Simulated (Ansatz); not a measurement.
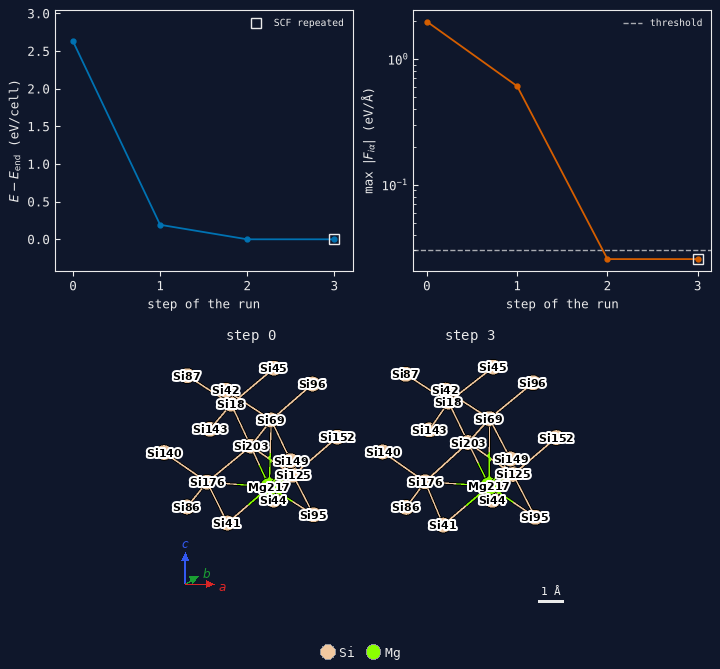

First and last geometry of a relaxation of a defect cell of composition Si216Mg (cell charge +2), with the history of the run. A ball-and-stick model of the atoms within 4.2 Å of the atom that moves most (axes of the cell of the calculation (origin shifted)), seen slightly off an axis.

The calculation used DFT, PBEsol, PAW, plane waves (Ansatz). Settings: plane-wave cutoff 420 eV; k-point mesh 1 × 1 × 1; mesh shifted by (0.25, 0.25, 0.25); no spin polarisation; atoms relaxed in a fixed cell; force threshold 0.03 eV/Å; at most 80 steps.

What do the curves and the structures tell?

Answer. It converged. The atom that moves furthest is Si203 (0.19 Å along [−1 1 1]). By element the largest moves are Si 0.19 Å, Mg 0.06 Å. The cell stays as it was. Some distances before and after: Si203–Mg217 2.302 → 2.506 Å, Si41–Mg217 2.318 → 2.509 Å, Si95–Mg217 2.356 → 2.509 Å, Si95–Si125 2.297 → 2.436 Å. Among the angles between lasting bonds that change: Si41–Si176–Si203 108.1° → 114.4°, Si149–Si69–Si203 108.9° → 114.3°, Si87–Si18–Si143 107.6° → 112.1°. The energy falls by 2.629 eV per cell of the calculation in 2 accepted moves (3 points after the start). The largest force component goes from 2 to 0.026 eV/Å. 1 step only repeated the SCF at the same geometry. Cost: 9.7 s on 1 × NVIDIA GB200 with 8 threads of Arm Neoverse-V2, peak memory 3 GiB.

| step | E − E(0), meV/atom | largest force component, eV/Å | note |
| --- | --- | --- | --- |
| 0 | 0.00 | 1.9790 |  |
| 1 | -11.23 | 0.6070 |  |
| 2 | -12.12 | 0.0256 |  |
| 3 | -12.12 | 0.0256 | same geometry, SCF repeated |

Limits of the set-up: the cell is charged, on a uniform background, and energies carry no finite-size correction.
